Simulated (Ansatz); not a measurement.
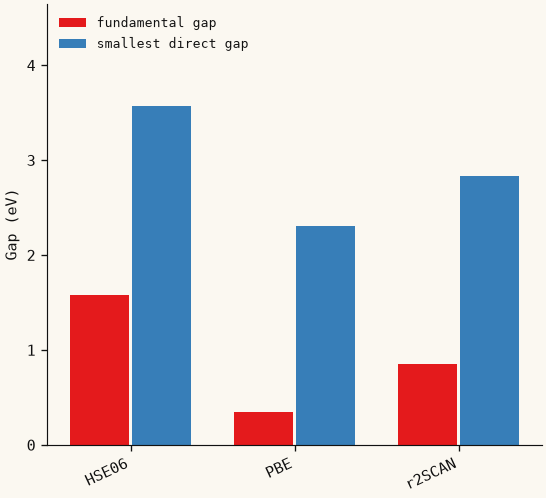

Gaps of GaN, space group R-3m, 2 atoms in the cell, rocksalt type, shear (111) strain +3.0%, at several levels of theory on one cell (Ansatz, plane waves and PAW; edges over the mesh and the special points).

How does the gap depend on the level, and does its kind change?

Answer. In rising order: PBE 0.35 eV, r2SCAN 0.85 eV and HSE06 1.58 eV. It is indirect at every level.
